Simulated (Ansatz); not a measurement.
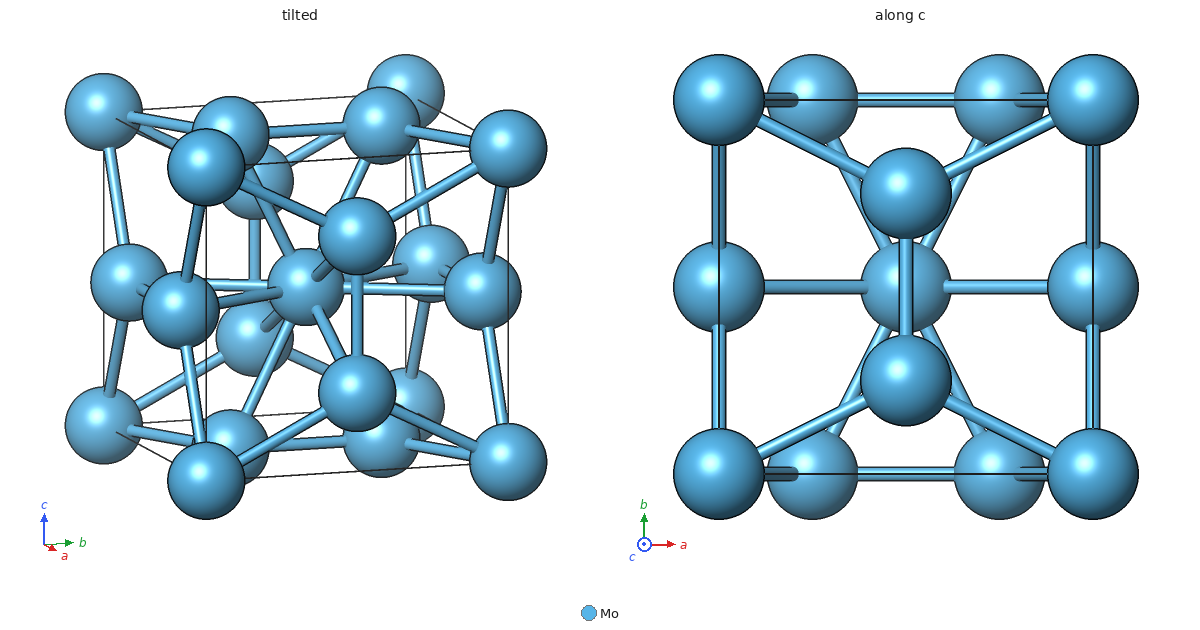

The crystal in a ball-and-stick representation, seen slightly off an axis and along the c axis. The parallelepiped is the conventional unit cell.

How many atoms belong to the cell?

8 (molybdenum), counting shared atoms by their share.

State the lattice type.

Primitive cubic.

Space group?

Pm-3n (No. 223), with Mo on 2a and Mo on 6c.

Structure type?

Β-tungsten (A15) type.

The cell started as a textbook structure type filled with this element (whether it is the usual form wasn't checked). This is the structure after a relaxation with DFT PBE, scalar-relativistic, plane waves, PAW in Ansatz 0.2.0.
